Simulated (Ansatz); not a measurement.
System: Ru.

```cif
data_structure
_symmetry_space_group_name_H-M 'P 1'
_symmetry_Int_Tables_number 1
_cell_length_a 2.7014
_cell_length_b 2.7014
_cell_length_c 6.4902
_cell_angle_alpha 90.000
_cell_angle_beta 89.982
_cell_angle_gamma 120.000
_cell_volume 41.02
loop_
_atom_site_label
_atom_site_type_symbol
_atom_site_fract_x
_atom_site_fract_y
_atom_site_fract_z
_atom_site_occupancy
Ru1 Ru 0.33333 0.66667 0.66667 1
Ru2 Ru 0.00000 0.00000 0.00000 1
Ru3 Ru 0.66667 0.33333 0.33333 1
```

Space group R-3m; changed on purpose from its base cell (band edges of the strained film's bulk); computed pressure about −7 GPa in this cell; computed without spin polarisation.

Theory: DFT PBEsol, scalar-relativistic, plane waves, PAW (Ansatz 0.2.0).

Predict the valence pseudo-density and electron localisation function between the atoms.

Answer. Ru–Ru (2.67 Å): ρ at the midpoint is about 0.41 e/Å³; the ELF is about 0.30 at the midpoint.

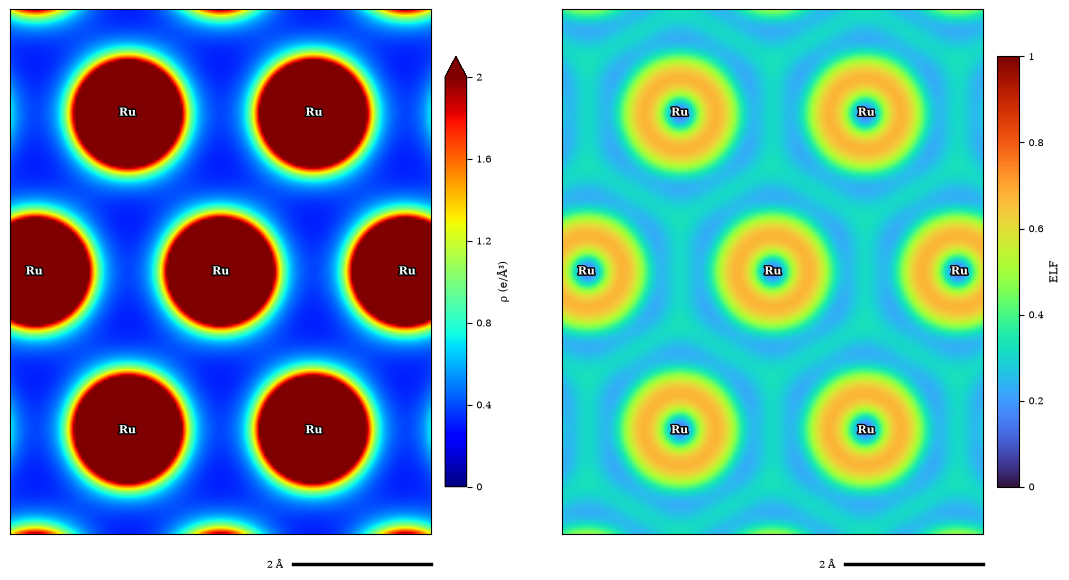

Computed valence pseudo-density and electron localisation function on the (011̄) plane of the conventional cell, in this order. 

In a PAW calculation such maps are meaningful between the atoms, not at the nuclei.
